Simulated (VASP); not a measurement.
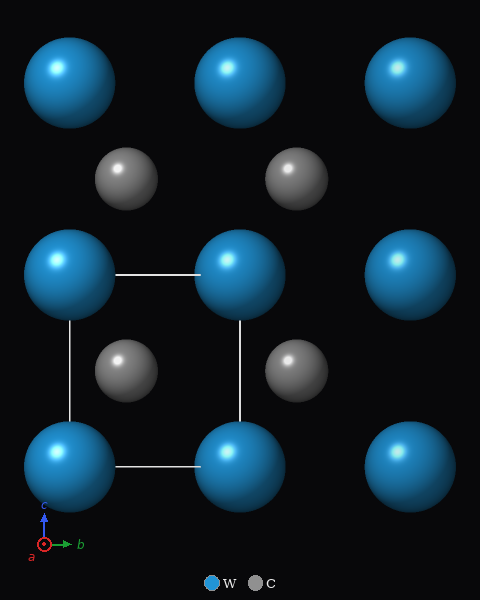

Projection along an edge of the hexagonal mesh, stacking direction c upwards. Every atom sits on one of the three columns of the mesh; call them A, B, C in the order in which they first turn up. The sequence starts with the first layer at or above the cell's origin.

WC: an entry of the Crystallography Open Database, as set up for an electronic-structure calculation.

> List the layers of one repeat.

W(A) – C(B) (two layers in 2.84 Å).

Heights of the layers:

| layer | atoms (column) | height (Å) | to next (Å) |
| --- | --- | --- | --- |
| 1 | W(A) | 0.00 | 1.42 |
| 2 | C(B) | 1.42 | 1.42 |
